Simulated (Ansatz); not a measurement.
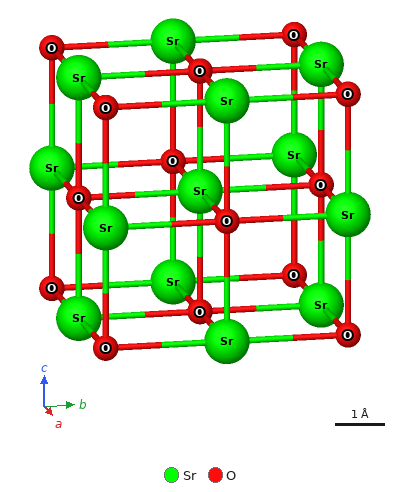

**Figure 1.** The starting structure (ball-and-stick view of the cell 4 times as large as that of the calculation, set on its symmetry axes, seen slightly off an axis). Near neighbours in the crystal (not all of them lie inside the picture): Sr has 6 O at 2.58 Å; O has 6 Sr at 2.58 Å.

# Geometry relaxation of SrO (part 1 of 2)

System: SrO (Fm-3m, 2 atoms in the cell).
Method: DFT PBE, scalar-relativistic, plane waves, PAW, no spin polarisation (Ansatz 0.2.0).

The structure derives from a Materials Project entry.

The input:
```yaml
crystal:
  lattice:
    - [0.0, 2.5837846888, 2.5837846888]
    - [2.5837846888, 0.0, 2.5837846888]
    - [2.5837846888, 2.5837846888, 0.0]
  atoms:
    - { symbol: Sr, position: [0.5, 0.5, 0.5] }
    - { symbol: O, position: [0.0, 0.0, 0.0] }
basis:
  ecutwfc: 420
kpoints:
  mp_grid: { grid: [8, 8, 8] }
hamiltonian:
  xc: pbe
scf:
  occupations: { method: gaussian, width: 0.02 }
output:
  forces: true
  stress: true
  eigenvalues: true
  write_density: true
  write_potential: true
  elf: true
  volumetric_format: npy
relax:
  adjacent_minimum: "off"
  f_tol: 0.005
  max_steps: 80
  cell: { stress_tol: 0.05 }
```

Run as:
```bash
ansatz run input.yaml --threads 8 --pin off --max-ram 14336MiB --backend cpu --events-out ev --progress --plain --runs-dir out
```

Output:
```
Engine: ansatz 0.2.0, aarch64-unknown-linux-gnu
Pseudopotentials: kind: paw
Pseudopotential: Sr, paw, valence charge 10, recommended cutoff 420 eV (normal), Sr.paw.azcp
Pseudopotential: O, paw, valence charge 6, recommended cutoff 420 eV (normal), O.paw.azcp
Functional definition: PBE
  parameter kappa = 0.804
  parameter beta = 0.06672455060314922
  exchange = pbe_x(kappa = kappa, mu = beta*pi^2/3)
  correlation = pbe_c(beta = beta)
Crystal: 2 atoms, lattice volume = 34.498 Å³
Basis set: ecut = 420 eV, 645 PW (Γ), exchange–correlation on 50×50×50 points (8 copies of the dense FFT grid, shifted against one another)
Bands: 12, of which v1, the nominal top of the filled ones, is band 8 counted from 1 (7 counted from 0)
Symmetry: 48 space group operations
Space group: Fm-3m (ITA 225), of the structure as read, at distance tolerance 3.3e-5 Å
k-points: 29 of 512
Non-local potential: Sr, projectors of the file, l = 0: 3, l = 1: 2, l = 2: 2
Non-local potential: O, projectors of the file, l = 0: 2, l = 1: 2, l = 2: 1
PAW form: soft (Blöchl's): semilocal exchange-correlation on the pseudo side does not see the compensation charge
PAW one-centre angular grid: Sr, 110 points (default); XC on 64 Gauss nodes
PAW one-centre angular grid: O, 110 points (default); XC on 64 Gauss nodes
Initial density: superposition of atomic densities (neutral atoms: chi_scale 0, normalization atom), corrected by the library's trained network
Initial wavefunctions: pseudopotential atomic-orbital guess
Functional: x = pbe(κ = 0.804, μ = 0.2195149727645171), c = pbe(β = 0.06672455060314922)
SCF iter   1: F=—  HF=-4114.625148 eV  |F-HF|=—  |Δ(HF+E_count)|=         —  Δρ=3.71e-4  dr2=9.89e-6  ethr=1.77e-3  ⟨swp⟩=8.9  Hψ=2806  notcnv=0
preconditioner: auto → none  [insulator: Δε(μ)=3.310 eV  Ē_g=16.132 eV  σ=0.020 eV  W_gap=1.00  n_scr=8 (ndim 8)  ℏωp=23.7 eV  f_vac=0.000  D(μ)=0.00/eV (n_scr^D=0)  ε∞_Penn≈3.2]
SCF iter   2: F=—  HF=-4114.626345 eV  |F-HF|=—  |Δ(HF+E_count)|=   1.20e-3  Δρ=3.72e-4  dr2=5.19e-5  ethr=6.18e-8  ⟨swp⟩=4.1  Hψ=1240  notcnv=0
SCF iter   3: F=—  HF=-4114.626369 eV  |F-HF|=—  |Δ(HF+E_count)|=   2.37e-5  Δρ=1.95e-4  dr2=1.17e-5  ethr=6.18e-8  ⟨swp⟩=2.0  Hψ=439  notcnv=0
iter 4 did not close the SCF: its close was put off for the readings that it lacked (scf_convergence_deferred on its scf_iter line)
SCF iter   4: F=-4114.626398 eV  HF=-4114.626397 eV  |F-HF|=5.32e-7  |Δ(HF+E_count)|=   2.83e-5  Δρ=2.20e-5  dr2=6.33e-8  ethr=6.18e-8  ⟨swp⟩=2.2  Hψ=463  notcnv=0
iter 5 did not close the SCF: its close was put off for the readings that it lacked (scf_convergence_deferred on its scf_iter line)
SCF iter   5: F=-4114.626398 eV  HF=-4114.626398 eV  |F-HF|=8.17e-8  |Δ(HF+E_count)|=   5.70e-7  Δρ=1.45e-5  dr2=9.39e-8  ethr=3.96e-10  ⟨swp⟩=2.0  Hψ=534  notcnv=0
SCF iter   6: F=-4114.626398 eV  HF=-4114.626398 eV  |F-HF|=2.22e-8  |Δ(HF+E_count)|=   1.61e-8  Δρ=7.35e-6  dr2=2.50e-8  ethr=3.96e-10  ⟨swp⟩=7.2  Hψ=1988  notcnv=0
SCF 1 converged in 6 iterations: F = -4114.626398 eV  dr2 = 2.50e-8
  greatest PAW one-centre occupation: 0.987 electrons in one spin orbital (limit 2), on the Sr atom at site 0 (counted from 0), in its partial waves of l = 0
relax step   1: F+E_penalty+E_count = -4114.62639798 eV  Δ(F+E_penalty+E_count) = +0.000e0 eV  max|allowed force component| = 3.846e-30 eV/Å  Δτ_max = 0.0000 Å  P = +1.392 GPa  Ω = 34.498 Å³  (6 SCF iters, dr2 threshold 1.00e-7 eV, accepted)
Crystal: 2 atoms, lattice volume = 35.571 Å³
Basis set: ecut = 420 eV, 725 PW (Γ), exchange–correlation on 50×50×50 points (8 copies of the dense FFT grid, shifted against one another)
Initial density: handed on by an earlier stage of this run
Initial wavefunctions: those handed on with the density
iter 1 solved again at ethr=2.33e-6 eV; its pass at ethr=3.10e-3 eV (dr2=3.72e-4 eV) is discarded
SCF iter   1: F=—  HF=-4114.623783 eV  |F-HF|=—  |Δ(HF+E_count)|=         —  Δρ=1.16e-3  dr2=3.35e-4  ethr=2.33e-6  ⟨swp⟩=2.2  Hψ=2833  notcnv=0
preconditioner: auto → none  [insulator: Δε(μ)=3.338 eV  Ē_g=16.016 eV  σ=0.020 eV  W_gap=1.00  n_scr=8 (ndim 8)  ℏωp=23.3 eV  f_vac=0.000  D(μ)=0.00/eV (n_scr^D=0)  ε∞_Penn≈3.1]
SCF iter   2: F=—  HF=-4114.623898 eV  |F-HF|=—  |Δ(HF+E_count)|=   1.15e-4  Δρ=5.44e-4  dr2=7.95e-5  ethr=2.10e-6  ⟨swp⟩=2.6  Hψ=557  notcnv=0
SCF iter   3: F=—  HF=-4114.623988 eV  |F-HF|=—  |Δ(HF+E_count)|=   8.98e-5  Δρ=6.10e-5  dr2=1.73e-6  ethr=4.97e-7  ⟨swp⟩=2.2  Hψ=544  notcnv=0
iter 4 did not close the SCF: its close was put off for the readings that it lacked (scf_convergence_deferred on its scf_iter line)
SCF iter   4: F=-4114.623990 eV  HF=-4114.623990 eV  |F-HF|=7.70e-9  |Δ(HF+E_count)|=   2.07e-6  Δρ=9.53e-6  dr2=4.69e-8  ethr=1.08e-8  ⟨swp⟩=2.0  Hψ=549  notcnv=0
iter 5 did not close the SCF: its close was put off for the readings that it lacked (scf_convergence_deferred on its scf_iter line)
SCF iter   5: F=-4114.623990 eV  HF=-4114.623990 eV  |F-HF|=3.90e-9  |Δ(HF+E_count)|=   2.99e-8  Δρ=4.01e-6  dr2=4.88e-9  ethr=2.93e-10  ⟨swp⟩=2.6  Hψ=600  notcnv=0
SCF iter   6: F=-4114.623990 eV  HF=-4114.623990 eV  |F-HF|=1.46e-10  |Δ(HF+E_count)|=  7.82e-10  Δρ=5.24e-7  dr2=4.55e-11  ethr=3.05e-11  ⟨swp⟩=6.0  Hψ=1917  notcnv=0
SCF 2 converged in 6 iterations: F = -4114.623990 eV  dr2 = 4.55e-11
relax step   2: F+E_penalty+E_count = -4114.62399008 eV  Δ(F+E_penalty+E_count) = +2.408e-3 eV  max|allowed force component| = 3.599e-30 eV/Å  Δτ_max = 0.0000 Å  P = -1.336 GPa  Ω = 35.571 Å³  energy of the carried Pulay correction = -2.365e-3 eV  (6 SCF iters, dr2 threshold 2.00e-7 eV, rejected (line search))
Crystal: 2 atoms, lattice volume = 35.018 Å³
Basis set: ecut = 420 eV, 701 PW (Γ), exchange–correlation on 50×50×50 points (8 copies of the dense FFT grid, shifted against one another)
iter 1 solved again at ethr=6.59e-7 eV; its pass at ethr=3.10e-3 eV (dr2=1.05e-4 eV) is discarded
SCF iter   1: F=—  HF=-4114.627446 eV  |F-HF|=—  |Δ(HF+E_count)|=         —  Δρ=5.79e-4  dr2=8.24e-5  ethr=6.59e-7  ⟨swp⟩=3.2  Hψ=2872  notcnv=0
preconditioner: auto → none  [insulator: Δε(μ)=3.320 eV  Ē_g=16.073 eV  σ=0.020 eV  W_gap=1.00  n_scr=8 (ndim 8)  ℏωp=23.5 eV  f_vac=0.000  D(μ)=0.00/eV (n_scr^D=0)  ε∞_Penn≈3.1]
SCF iter   2: F=—  HF=-4114.627484 eV  |F-HF|=—  |Δ(HF+E_count)|=   3.80e-5  Δρ=2.75e-4  dr2=1.96e-5  ethr=5.15e-7  ⟨swp⟩=2.3  Hψ=560  notcnv=0
SCF iter   3: F=—  HF=-4114.627503 eV  |F-HF|=—  |Δ(HF+E_count)|=   1.88e-5  Δρ=2.98e-5  dr2=3.83e-7  ethr=1.22e-7  ⟨swp⟩=2.2  Hψ=549  notcnv=0
SCF iter   4: F=—  HF=-4114.627502 eV  |F-HF|=—  |Δ(HF+E_count)|=   1.13e-6  Δρ=4.48e-6  dr2=1.07e-8  ethr=2.40e-9  ⟨swp⟩=2.0  Hψ=545  notcnv=0
SCF iter   5: F=—  HF=-4114.627502 eV  |F-HF|=—  |Δ(HF+E_count)|=   6.26e-9  Δρ=2.06e-6  dr2=1.27e-9  ethr=6.69e-11  ⟨swp⟩=2.6  Hψ=603  notcnv=0
SCF iter   6: F=-4114.627502 eV  HF=-4114.627502 eV  |F-HF|=2.27e-11  |Δ(HF+E_count)|=  2.02e-10  Δρ=2.66e-7  dr2=1.27e-11  ethr=1.00e-12  ⟨swp⟩=5.9  Hψ=1869  notcnv=0
SCF 3 converged in 6 iterations: F = -4114.627502 eV  dr2 = 1.27e-11
relax step   3: F+E_penalty+E_count = -4114.62750187 eV  Δ(F+E_penalty+E_count) = -1.104e-3 eV  max|allowed force component| = 7.856e-30 eV/Å  Δτ_max = 0.0000 Å  P = +0.017 GPa  Ω = 35.018 Å³  energy of the carried Pulay correction = -1.156e-3 eV  (6 SCF iters, accepted)
Initial wavefunctions: pseudopotential atomic-orbital guess (no wavefunctions were taken with the density)
iter 1 solved again at ethr=1.54e-6 eV; its pass at ethr=3.10e-3 eV (dr2=2.47e-4 eV) is discarded
SCF iter   1: F=—  HF=-4114.628631 eV  |F-HF|=—  |Δ(HF+E_count)|=         —  Δρ=1.72e-4  dr2=7.45e-7  ethr=1.54e-6  ⟨swp⟩=3.2  Hψ=3765  notcnv=0
eigensolver tolerance schedule: the retry pair's looser diagonalisation over-reported the residual by 330.60 of it (diagonalisation noise at 0.20 of the residual, at the tolerance the schedule requests for it); recorded, not acted on — ethr = c·dr2/N_el stays at c = 1.0e-1
preconditioner: auto → none  [insulator: Δε(μ)=3.326 eV  Ē_g=16.075 eV  σ=0.020 eV  W_gap=1.00  n_scr=8 (ndim 8)  ℏωp=23.5 eV  f_vac=0.000  D(μ)=0.00/eV (n_scr^D=0)  ε∞_Penn≈3.1]
SCF iter   2: F=—  HF=-4114.628726 eV  |F-HF|=—  |Δ(HF+E_count)|=   9.55e-5  Δρ=8.24e-5  dr2=1.27e-7  ethr=4.66e-9  ⟨swp⟩=2.3  Hψ=586  notcnv=0
SCF iter   3: F=—  HF=-4114.628753 eV  |F-HF|=—  |Δ(HF+E_count)|=   2.64e-5  Δρ=1.61e-5  dr2=5.45e-9  ethr=7.96e-10  ⟨swp⟩=2.0  Hψ=439  notcnv=0
SCF iter   4: F=—  HF=-4114.628754 eV  |F-HF|=—  |Δ(HF+E_count)|=   1.00e-6  Δρ=6.89e-7  dr2=5.74e-11  ethr=3.40e-11  ⟨swp⟩=2.0  Hψ=515  notcnv=0
iter 5 did not close the SCF: its close was put off for the readings that it lacked (scf_convergence_deferred on its scf_iter line)
SCF iter   5: F=-4114.628754 eV  HF=-4114.628754 eV  |F-HF|=4.55e-12  |Δ(HF+E_count)|=  7.85e-10  Δρ=1.15e-7  dr2=3.33e-12  ethr=1.00e-12  ⟨swp⟩=2.1  Hψ=540  notcnv=0
SCF iter   6: F=-4114.628754 eV  HF=-4114.628754 eV  |F-HF|=1.82e-12  |Δ(HF+E_count)|=  3.64e-12  Δρ=8.48e-9  dr2=8.05e-15  ethr=1.00e-12  ⟨swp⟩=4.9  Hψ=1572  notcnv=0
SCF 4 converged in 6 iterations: F = -4114.628754 eV  dr2 = 8.05e-15
relax step   4: F+E_penalty+E_count = -4114.62875393 eV  Δ(F+E_penalty+E_count) = -1.252e-3 eV  max|allowed force component| = 6.508e-30 eV/Å  Δτ_max = 0.0000 Å  P = +0.079 GPa  Ω = 35.018 Å³  stress off target by 7.92e-2 GPa  SCF on the basis re-selected at this cell (its energy is not comparable with the rows above)  (6 SCF iters)
basis re-selected at this cell: Δ(F+E_penalty+E_count) = -1.252e-3 eV, ΔP = +0.062 GPa vs the last step (what re-selecting the basis moved, of the pressure what is left beyond the Pulay correction that the steps carried, after the strain that the cell walked since its last selection, with what the two solves' SCF thresholds leave and, on support functions, any second-order correction that the steps lacked; it is no measure of the basis error at this ecutwfc). This SCF's stress stands 7.92e-2 GPa from its target on what of the cell is left free (relax.cell.stress_tol is 5.00e-2 GPa) and its largest allowed force component is 6.51e-30 eV/Å (relax.f_tol is 5.00e-3 eV/Å): not within both, so this SCF does not close the relaxation
Crystal: 2 atoms, lattice volume = 35.049 Å³
iter 1 solved again at ethr=2.31e-9 eV; its pass at ethr=3.10e-3 eV (dr2=3.70e-7 eV) is discarded
SCF iter   1: F=—  HF=-4114.628683 eV  |F-HF|=—  |Δ(HF+E_count)|=         —  Δρ=3.22e-5  dr2=2.63e-7  ethr=2.31e-9  ⟨swp⟩=3.3  Hψ=2806  notcnv=0
preconditioner: auto → none  [insulator: Δε(μ)=3.326 eV  Ē_g=16.072 eV  σ=0.020 eV  W_gap=1.00  n_scr=8 (ndim 8)  ℏωp=23.5 eV  f_vac=0.000  D(μ)=0.00/eV (n_scr^D=0)  ε∞_Penn≈3.1]
SCF iter   2: F=—  HF=-4114.628695 eV  |F-HF|=—  |Δ(HF+E_count)|=   1.15e-5  Δρ=1.55e-5  dr2=6.28e-8  ethr=1.64e-9  ⟨swp⟩=3.0  Hψ=592  notcnv=0
iter 3 did not close the SCF: its close was put off for the readings that it lacked (scf_convergence_deferred on its scf_iter line)
SCF iter   3: F=-4114.628695 eV  HF=-4114.628695 eV  |F-HF|=1.35e-9  |Δ(HF+E_count)|=   5.78e-8  Δρ=1.83e-6  dr2=1.25e-9  ethr=3.93e-10  ⟨swp⟩=2.2  Hψ=549  notcnv=0
iter 4 did not close the SCF: its close was put off for the readings that it lacked (scf_convergence_deferred on its scf_iter line)
SCF iter   4: F=-4114.628695 eV  HF=-4114.628695 eV  |F-HF|=9.09e-12  |Δ(HF+E_count)|=   1.75e-9  Δρ=4.33e-7  dr2=1.03e-10  ethr=7.81e-12  ⟨swp⟩=2.2  Hψ=561  notcnv=0
iter 5 did not close the SCF: its close was put off for the readings that it lacked (scf_convergence_deferred on its scf_iter line)
SCF iter   5: F=-4114.628695 eV  HF=-4114.628695 eV  |F-HF|=8.19e-12  |Δ(HF+E_count)|=  4.46e-11  Δρ=2.01e-7  dr2=1.10e-11  ethr=1.00e-12  ⟨swp⟩=2.0  Hψ=435  notcnv=0
SCF iter   6: F=-4114.628695 eV  HF=-4114.628695 eV  |F-HF|=9.09e-13  |Δ(HF+E_count)|=  2.73e-12  Δρ=2.33e-8  dr2=1.49e-13  ethr=1.00e-12  ⟨swp⟩=5.0  Hψ=1578  notcnv=0
SCF 5 converged in 6 iterations: F = -4114.628695 eV  dr2 = 1.49e-13
relax step   5: F+E_penalty+E_count = -4114.62869460 eV  Δ(F+E_penalty+E_count) = +5.933e-5 eV  max|allowed force component| = 4.174e-30 eV/Å  Δτ_max = 0.0000 Å  P = +0.004 GPa  Ω = 35.049 Å³  energy of the carried Pulay correction = -6.723e-5 eV  (6 SCF iters, accepted)
iter 1 solved again at ethr=1.46e-6 eV; its pass at ethr=3.10e-3 eV (dr2=2.33e-4 eV) is discarded
```
